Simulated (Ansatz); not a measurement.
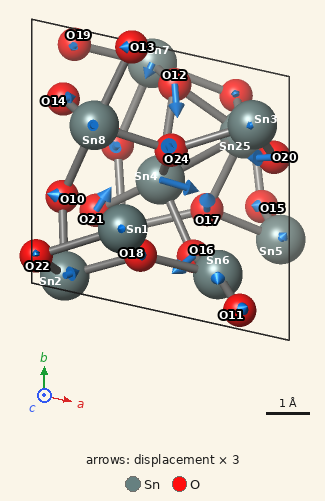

This is a relaxation of a defect cell of composition Sn₉O₁₆ (cell charge +3). The starting structure is drawn; blue arrows show the displacements, 3 times their true length.

Style: ball-and-stick. Shown: the cell of the calculation (origin shifted), along the c axis.

Case: Sn interstitial, charge +3, atoms relaxed at the host's cell.

All numbers below come from DFT PBE, scalar-relativistic, plane waves, PAW (Ansatz).

The input:
```yaml
crystal:
  lattice:
    - [-4.8271903445, -4.8271903445, 0.0]
    - [-4.8271903445, 4.8271903445, 0.0]
    - [4.8271903445, 0.0, -6.4763045098]
  atoms:
    - { symbol: Sn, position: [0.128225927, 0.6154383909, 0.2452707701] }
    - { symbol: Sn, position: [0.9026607619, 0.3883351975, 0.7490086835] }
    - { symbol: Sn, position: [0.6317322544, 0.1194744723, 0.2526886158] }
    - { symbol: Sn, position: [0.2743067789, 0.8334786984, 0.7469303779], spin: 0.2 }
    - { symbol: Sn, position: [0.7418689816, 0.7084862685, 0.4729028632] }
    - { symbol: Sn, position: [0.4978156616, 0.5226733109, 0.00336362] }
    - { symbol: Sn, position: [0.243253984, 0.2682496735, 0.4946480845] }
    - { symbol: Sn, position: [1.0178165999, 0.9842365833, 0.0251722427] }
    - { symbol: O, position: [0.1075224956, 0.9302848088, 0.2741219206] }
    - { symbol: O, position: [0.8929669116, 0.6865397424, 0.7489531338] }
    - { symbol: O, position: [0.5824396846, 0.4055613769, 0.2240159634] }
    - { symbol: O, position: [0.3301442059, 0.2061295617, 0.749103828] }
    - { symbol: O, position: [0.1636451619, 0.3129663506, 0.2444217743] }
    - { symbol: O, position: [0.8968776731, 0.0577868291, 0.7473393664], spin: 0.2 }
    - { symbol: O, position: [0.6680950816, 0.8177727256, 0.2534989609] }
    - { symbol: O, position: [0.4026160724, 0.5714648345, 0.7489950883] }
    - { symbol: O, position: [0.4554706133, 0.7597856264, 0.4893677148], spin: 0.2 }
    - { symbol: O, position: [0.1968223704, 0.5307876122, 0.0052765429] }
    - { symbol: O, position: [0.9403990637, 0.2743808248, 0.4926707929] }
    - { symbol: O, position: [0.7156369899, 0.0145460454, 0.0106617134], spin: 0.2 }
    - { symbol: O, position: [0.0249985363, 0.6633816435, 0.4576351061] }
    - { symbol: O, position: [0.7919368245, 0.4401592348, -0.0275955082] }
    - { symbol: O, position: [0.5684348553, 0.2166747355, 0.5257752246] }
    - { symbol: O, position: [0.3162502098, -0.0450894332, 0.040347864] }
    - { symbol: Sn, position: [0.5998861601, 1.0787637758, 0.7459229114], spin: 0.2 }
  host:
    lattice:
      - [4.8271903445, 0.0, 0.0]
      - [0.0, 4.8271903445, 0.0]
      - [0.0, 0.0, 3.2381522549]
    atoms:
      - { symbol: Sn, position: [0.5, 0.5, 0.5] }
      - { symbol: Sn, position: [0.0, 0.0, 0.0] }
      - { symbol: O, position: [0.1934234769, 0.8065765231, 0.5] }
      - { symbol: O, position: [0.8065765231, 0.1934234769, 0.5] }
      - { symbol: O, position: [0.3065765231, 0.3065765231, 0.0] }
      - { symbol: O, position: [0.6934234769, 0.6934234769, 0.0] }
total_charge: 3
basis:
  ecutwfc: 420
  xc_grid: 2
kpoints:
  mp_grid: { grid: [3, 3, 3], shift: [0.0, 0.0, 0.0] }
hamiltonian:
  xc: pbe
scf:
  occupations: { method: gaussian, width: 0.01 }
output:
  forces: true
  stress: false
  eigenvalues: true
  populations: true
  charged_corrections:
    defect_position: [0.625, 0.975, 0.75]
    epsilon: [[14.0248, 0.0, 0.0], [0.0, 14.0248, 0.0], [0.0, 0.0, 10.8937]]
  write_density: true
  write_potential: true
  elf: true
  volumetric_format: npy
magnetization:
  spin_polarized: true
relax:
  adjacent_minimum: "off"
  f_tol: 0.025
  max_steps: 45
```

Run as
```bash
ansatz run input.yaml --threads 4 --pin off --max-ram 10240MiB --backend cpu --events-out ev --progress --plain --runs-dir out
```

What did the optimiser do to the structure, and how much energy did it gain?

The energy falls by 0.888 eV per cell of the calculation in 4 accepted moves (5 points after the start). The largest force component goes from 1.3 to 0.025 eV/Å. 1 step only repeated the SCF at the same geometry. The atom that moves furthest is Sn4 (0.34 Å along +a). By element the largest moves are Sn 0.34 Å, O 0.29 Å. The cell stays as it was. Near-neighbour distances that change, for instance: Sn4–O20 2.737 → 2.253 Å, Sn4–O17 2.720 → 2.253 Å, Sn4–O12 2.564 → 2.284 Å, O22–Sn25 2.305 → 2.131 Å. Bond angles that change, for instance: O12–Sn4–O16 145.8° → 168.7°, O16–Sn4–Sn25 101.2° → 123.8°, O21–Sn4–O24 137.4° → 119.4°. The program noted that the starting moments weren't kept.

Limits of the set-up: the periodic images lie only 6.8 Å apart, so the values are limited by the cell's size; the cell is charged, on a uniform background, and energies carry no finite-size correction.
